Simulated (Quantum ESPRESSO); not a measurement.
## BP (F-43m): modes at Γ and the response to a field

Which modes does BP (F-43m) have at the zone centre?

Program: Quantum ESPRESSO 7.5. Level of theory: DFT LDA, scalar-relativistic, plane waves, JTH PAW pseudopotentials. Results are calculated unless marked as measured.

## 1. Starting point

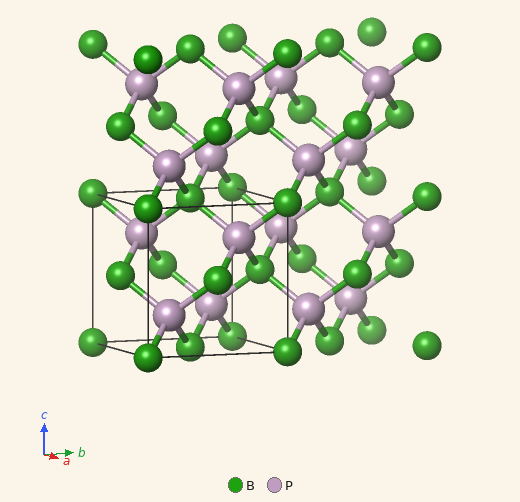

The starting structure, seen slightly off an axis (boron green, phosphorus pink). 1×2×2 cells are drawn. This picture shows the conventional cell, with its axes. Bonds to atoms that aren't drawn are left out. Some periodic images of atoms are drawn too.

As a file:

```
CELL_PARAMETERS angstrom
-2.26900 0.00000 2.26900
0.00000 2.26900 2.26900
-2.26900 2.26900 0.00000
ATOMIC_POSITIONS crystal
B 0.00000 0.00000 0.00000
P 0.25000 0.25000 0.25000
```

## 2. A probe with smearing

A cheap run with smearing and empty bands tells whether the crystal has a gap, which decides between fixed occupations and smearing later on.

Input file probe.in:

```
 &control
    calculation='scf',
    prefix='x',
    outdir='./tmp',
    pseudo_dir='./pseudo',
    tprnfor=.true.,
    tstress=.true.,
    verbosity='high',
 /
 &system
    ibrav=2,
    celldm(1)=8.57557715,
    nat=2,
    ntyp=2,
    ecutwfc=50.0,
    ecutrho=400.0,
    occupations='smearing',
    smearing='gaussian',
    degauss=0.01,
 /
 &electrons
    conv_thr=1.0d-07,
    mixing_beta=0.7,
    electron_maxstep=100,
 /
ATOMIC_SPECIES
 B      10.8100  B.upf
 P      30.9738  P.upf
ATOMIC_POSITIONS crystal
 B      0.000000000   0.000000000   0.000000000
 P      0.250000000   0.250000000   0.250000000
K_POINTS automatic
 6 6 6 0 0 0
```

On the command line:

```console
$ OMP_NUM_THREADS=1 mpirun -n 4 pw.x -nk 4 -in probe.in > probe.out
```

The log of the run:

```text
[banners, grids, parts of the stress and lines that vanish by symmetry left out]
Program PWSCF v.7.5
     file B.upf: wavefunction(s)  2S 0S 2P 0P renormalized
     file P.upf: wavefunction(s)  0S 0P renormalized
[...]
kinetic-energy cutoff     =      50.0000  Ry
     charge density cutoff     =     400.0000  Ry
     scf convergence threshold =      1.0E-07
[...]
Exchange-correlation= SLA PW NOGX NOGC
                           (   1   4   0   0   0   0   0)
[...]
24 Sym. Ops. (no inversion) found
[...]
(     0          1          0      )
                  (     0          0          1      )
[...]
(  0.0000000  1.0000000  0.0000000 )
                  (  0.0000000  0.0000000  1.0000000 )
[...]
(     1          0         -1      )
                  (     0          0         -1      )
[...]
(  0.0000000  1.0000000  0.0000000 )
[...]
(    -1          0          1      )
                  (    -1          0          0      )
[...]
(  0.0000000  0.0000000  1.0000000 )
                  (  0.0000000 -1.0000000  0.0000000 )
[...]
number of k points=    16  Gaussian smearing, width (Ry)=  0.0100
[...]
End of self-consistent calculation
[...]
the Fermi energy is     9.6572 ev
!    total energy              =     -64.30138641 Ry
[...]
convergence has been achieved in   6 iterations
[...]
atom    1 type  1   force =     0.00000000    0.00000000    0.00000000
     atom    2 type  2   force =     0.00000000    0.00000000   -0.00000000
[...]
Total force =     0.000000     Total SCF correction =     0.000000
[...]
total   stress  (Ry/bohr**3)                   (kbar)     P=      -52.36
[...]
XML data file, charge density, pseudopotentials, collected wavefunctions

   JOB DONE.
```

Wall time 2.2 s (4 MPI ranks of Intel Xeon 6975P-C (Granite Rapids), shared host); 7.4 s of CPU time.

This step gave:

```yaml
volume_per_atom: 11.68 Å³
pressure: -5.236 GPa
gap_on_the_k_mesh: 1.299 eV
```

A gap of 1.3 eV opens on this mesh, so the crystal is taken as an insulator; the start stands at -5.2 GPa.

## 3. Relaxation

The relaxation runs at a cutoff a fifth above that of the response, since stress converges more slowly with the basis than frequencies do. Forces and stress are brought to rest with tight thresholds.

Input file relax.in:

```
 &control
    calculation='vc-relax',
    prefix='x',
    outdir='./tmp',
    pseudo_dir='./pseudo',
    tprnfor=.true.,
    tstress=.true.,
    forc_conv_thr=2.0d-05,
    etot_conv_thr=1.0d-07,
    nstep=40,
 /
 &system
    ibrav=2,
    celldm(1)=8.57557715,
    nat=2,
    ntyp=2,
    ecutwfc=60,
    ecutrho=480.0,
    occupations='fixed',
    nbnd=6,
 /
 &electrons
    conv_thr=1.0d-11,
    mixing_beta=0.7,
    electron_maxstep=100,
 /
 &ions
 /
 &cell
    press_conv_thr=0.2,
 /
ATOMIC_SPECIES
 B      10.8100  B.upf
 P      30.9738  P.upf
ATOMIC_POSITIONS crystal
 B      0.000000000   0.000000000   0.000000000
 P      0.250000000   0.250000000   0.250000000
K_POINTS automatic
 10 10 10 0 0 0
```

On the command line:

```console
$ OMP_NUM_THREADS=1 mpirun -n 4 pw.x -nk 4 -in relax.in > relax.out
```

The log of the run:

```text
[banners, grids, parts of the stress and lines that vanish by symmetry left out]
[banner, memory and clock lines left out]
Program PWSCF v.7.5

[...]
kinetic-energy cutoff     =      60.0000  Ry
     charge density cutoff     =     480.0000  Ry
     scf convergence threshold =      1.0E-11
[...]
energy convergence thresh.=      1.0E-07
     force convergence thresh. =      2.0E-05
     press convergence thresh. =      2.0E-01
     Exchange-correlation= SLA PW NOGX NOGC
                           (   1   4   0   0   0   0   0)
[...]
24 Sym. Ops. (no inversion) found
[...]
number of k points=    47
[...]
End of self-consistent calculation
[...]
highest occupied, lowest unoccupied level (ev):     9.0334   10.2213
!    total energy              =     -64.30276354 Ry
[...]
convergence has been achieved in   9 iterations
[...]
atom    1 type  1   force =    -0.00000000    0.00000000   -0.00000000
     atom    2 type  2   force =     0.00000000   -0.00000000    0.00000000
     Total force =     0.000000     Total SCF correction =     0.000000
[...]
total   stress  (Ry/bohr**3)                   (kbar)     P=      -53.30
[...]
number of bfgs steps    =   0
[...]
CELL_PARAMETERS (alat=  8.57557715)
[...]
ATOMIC_POSITIONS (crystal)
B                0.0000000000       -0.0000000000        0.0000000000
P                0.2500000000        0.2500000000        0.2500000000
[...]
New effective cutoffs (rho, wfc):  487.10   61.10
[...]
End of self-consistent calculation
[...]
highest occupied, lowest unoccupied level (ev):     9.4065   10.5629
!    total energy              =     -64.30366948 Ry
[...]
convergence has been achieved in   7 iterations
[...]
atom    1 type  1   force =    -0.00000000   -0.00000000    0.00000000
     atom    2 type  2   force =    -0.00000000   -0.00000000    0.00000000
     Total force =     0.000000     Total SCF correction =     0.000000
[...]
total   stress  (Ry/bohr**3)                   (kbar)     P=       -8.50
[...]
number of bfgs steps    =   1
[...]
CELL_PARAMETERS (alat=  8.57557715)
[...]
ATOMIC_POSITIONS (crystal)
B                0.0000000000        0.0000000000       -0.0000000000
P                0.2500000000        0.2500000000        0.2500000000
[...]
New effective cutoffs (rho, wfc):  488.75   61.31
[...]
End of self-consistent calculation
[...]
highest occupied, lowest unoccupied level (ev):     9.4769   10.6273
!    total energy              =     -64.30369105 Ry
[...]
convergence has been achieved in   8 iterations
[...]
atom    1 type  1   force =     0.00000000    0.00000000    0.00000000
     atom    2 type  2   force =     0.00000000    0.00000000   -0.00000000
     Total force =     0.000000     Total SCF correction =     0.000000
[...]
total   stress  (Ry/bohr**3)                   (kbar)     P=        0.39
[...]
number of bfgs steps    =   2
[...]
CELL_PARAMETERS (alat=  8.57557715)
[...]
ATOMIC_POSITIONS (crystal)
B                0.0000000000        0.0000000000       -0.0000000000
P                0.2500000000        0.2500000000        0.2500000000
[...]
New effective cutoffs (rho, wfc):  488.68   61.30
[...]
End of self-consistent calculation
[...]
highest occupied, lowest unoccupied level (ev):     9.4738   10.6245
!    total energy              =     -64.30369109 Ry
[...]
convergence has been achieved in   6 iterations
[...]
atom    1 type  1   force =     0.00000000   -0.00000000    0.00000000
     atom    2 type  2   force =     0.00000000    0.00000000    0.00000000
     Total force =     0.000000     Total SCF correction =     0.000000
[...]
total   stress  (Ry/bohr**3)                   (kbar)     P=       -0.00
[...]
bfgs converged in   4 scf cycles and   3 bfgs steps
[...]
End of BFGS Geometry Optimization
     Final enthalpy           =     -64.3036910908 Ry
     File ./tmp/x.bfgs deleted, as requested
[...]
CELL_PARAMETERS (alat=  8.57557715)
[...]
ATOMIC_POSITIONS (crystal)
B                0.0000000000        0.0000000000       -0.0000000000
P                0.2500000000        0.2500000000        0.2500000000
[...]
Final scf calculation at the relaxed structure.
[...]
kinetic-energy cutoff     =      60.0000  Ry
     charge density cutoff     =     480.0000  Ry
     scf convergence threshold =      1.0E-13
[...]
press convergence thresh. =      2.0E-01
     Exchange-correlation= SLA PW NOGX NOGC
                           (   1   4   0   0   0   0   0)
[...]
24 Sym. Ops. (no inversion) found
[...]
number of k points=    47
[...]
c_bands:  1 eigenvalues not converged
[...]
c_bands:  1 eigenvalues not converged
[...]
End of self-consistent calculation
[...]
highest occupied, lowest unoccupied level (ev):     9.4738   10.6245
!    total energy              =     -64.30368378 Ry
[...]
convergence has been achieved in  10 iterations
[...]
atom    1 type  1   force =     0.00000000    0.00000000    0.00000000
     atom    2 type  2   force =    -0.00000000    0.00000000    0.00000000
     Total force =     0.000000     Total SCF correction =     0.000000
[...]
total   stress  (Ry/bohr**3)                   (kbar)     P=       -0.02
[...]
XML data file, charge density, pseudopotentials, collected wavefunctions
```

Run time: 5.9 s. Hardware: 4 MPI ranks; 22 s of CPU time.

The steps of the relaxation:

| step | energy less that of the first step (eV) | largest force (eV/Å) | pressure (GPa) | volume (Å³) |
| --- | --- | --- | --- | --- |
| 1 | 0.0000 | 0.0000 | -5.33 | 23.36 |
| 2 | -0.0123 | 0.0000 | -0.85 | 22.73 |
| 3 | -0.0126 | 0.0000 | 0.04 | 22.62 |
| 4 | -0.0126 | 0.0000 | 0.00 | 22.62 |
| 5 | -0.0125 | 0.0000 | 0.00 | 22.62 |

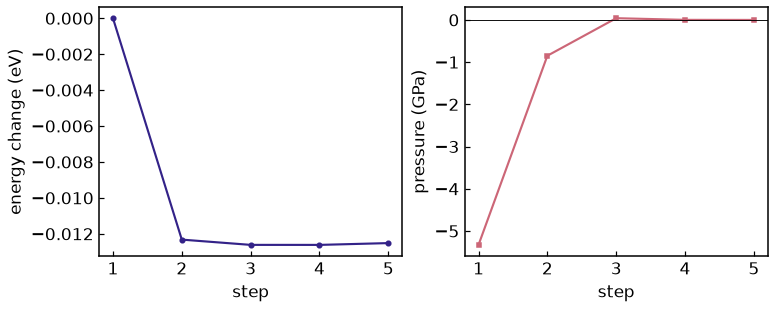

Energy and pressure along the relaxation.

| conventional cell, symmetrised | before | after | change |
| --- | --- | --- | --- |
| a (Å) | 4.538 | 4.490 | -1.1 % |
| b (Å) | 4.538 | 4.490 | -1.1 % |
| c (Å) | 4.538 | 4.490 | -1.1 % |
| volume (Å³/atom) | 11.68 | 11.31 | -3.2 % |

The relaxed structure:

```xyz
2
Lattice="-2.2448 0.0000 2.2448 0.0000 2.2448 2.2448 -2.2448 2.2448 0.0000" Properties=species:S:1:pos:R:3 pbc="T T T"
B     0.0000    0.0000    0.0000
P    -1.1224    1.1224    1.1224
```

The last row of the table of steps is pw.x's closing run on a basis chosen anew for the final cell, so its energy can jump.

Numbers from this step:

| Property | Result |
| --- | --- |
| volume per atom | 11.31 Å³ |
| pressure | -0.002 GPa |
| gap on the k-mesh | 1.151 eV |

The volume changes by -3.2 % from the cell with which this run began.

## 4. Ground state

The response is built on this ground state, so it is converged far tighter than an energy would need. With a gap, occupations are fixed, which also allows the response to an electric field.

Input file scf.in:

```
 &control
    calculation='scf',
    prefix='x',
    outdir='./tmp',
    pseudo_dir='./pseudo',
    tprnfor=.true.,
    tstress=.true.,
 /
 &system
    ibrav=2,
    celldm(1)=8.48412445,
    nat=2,
    ntyp=2,
    ecutwfc=50.0,
    ecutrho=400.0,
    occupations='fixed',
    nbnd=6,
 /
 &electrons
    conv_thr=1.0d-12,
    mixing_beta=0.7,
    electron_maxstep=100,
 /
ATOMIC_SPECIES
 B      10.8100  B.upf
 P      30.9738  P.upf
ATOMIC_POSITIONS crystal
 B      0.000000000   0.000000000   0.000000000
 P      0.250000000   0.250000000   0.250000000
K_POINTS automatic
 12 12 12 0 0 0
```

On the command line:

```console
$ OMP_NUM_THREADS=1 mpirun -n 4 pw.x -nk 4 -in scf.in > scf.out
```

The log of the run:

```text
[banners, grids, parts of the stress and lines that vanish by symmetry left out]
[banner, memory and clock lines left out]
Program PWSCF v.7.5

[...]
kinetic-energy cutoff     =      50.0000  Ry
     charge density cutoff     =     400.0000  Ry
     scf convergence threshold =      1.0E-12
[...]
Exchange-correlation= SLA PW NOGX NOGC
                           (   1   4   0   0   0   0   0)
[...]
24 Sym. Ops. (no inversion) found
[...]
number of k points=    72
[...]
End of self-consistent calculation
[...]
highest occupied, lowest unoccupied level (ev):     9.4739   10.6189
!    total energy              =     -64.30359964 Ry
[...]
convergence has been achieved in  10 iterations
[...]
atom    1 type  1   force =     0.00000000    0.00000000    0.00000000
     atom    2 type  2   force =     0.00000000    0.00000000    0.00000000
     Total force =     0.000000     Total SCF correction =     0.000000
[...]
total   stress  (Ry/bohr**3)                   (kbar)     P=       -0.33
[...]
XML data file, charge density, pseudopotentials, collected wavefunctions
```

Wall time 3.2 s (4 MPI ranks); 12 s of CPU time.

Numbers from this step:

```yaml
pressure: -0.033 GPa
gap_on_the_k_mesh: 1.145 eV
```

The cell stands at -0.033 GPa, close enough for phonons.

(Part 1 of 4 ends here.)

[Host names and launcher messages were left out of these logs when they were recorded.]

[Logs are printed without paths, hosts, clocks, repeated set-up lines and the standing remarks that a program may print on its own settings, such as how far it seeks lower states.]

[Hosts, paths, dates, database ids (printed as entryN), source tags and the programs' standing remarks are cut or masked in the printed files.]
